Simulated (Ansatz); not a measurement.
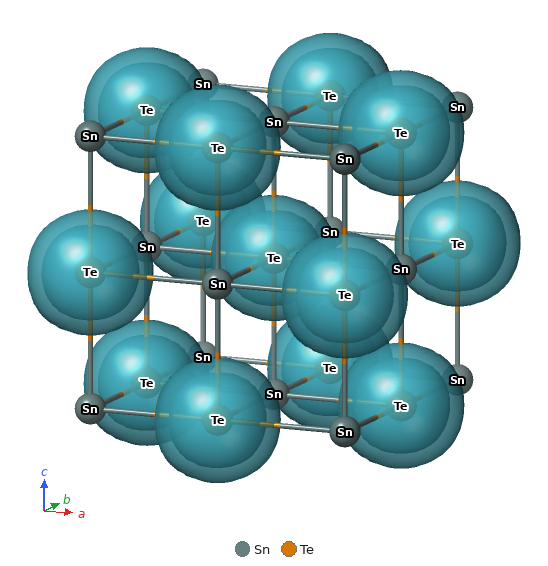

Figure 1: SnTe. Isosurface of the ELF at 0.6 (cyan), seen slightly off an axis. Core shells and regions of very low density are left out. Sticks mark near contacts.

Space group Fm-3m.

Theory: DFT r2SCAN, scalar-relativistic, plane waves, PAW in Ansatz 0.2.0.

Core electrons are frozen (PAW), and the valence fields are smoothed inside the atomic spheres.

```
Sn Te
1.0
     6.37120    0.00000    0.00000
     0.00000    6.37120    0.00000
     0.00000    0.00000    6.37120
Sn Te
4 4
Direct
  0.00000 0.00000 0.00000
  0.50000 0.50000 0.00000
  0.50000 0.00000 0.50000
  0.00000 0.50000 0.50000
  0.50000 0.00000 0.00000
  0.00000 0.50000 0.00000
  0.00000 0.00000 0.50000
  0.50000 0.50000 0.50000
```

### Describe the localisation domains.

The ELF exceeds this value in four regions wrapped around Te (the valence shell of each), counted in one cell of 8 atoms. Any copies at cell faces, edges or corners count once. Profiles from the grid: Sn–Te (3.19 Å): the ELF peaks at about 0.65 in the valence shell of Te, 1.3 Å from its nucleus, and drops to about 0.30 between the two atoms.
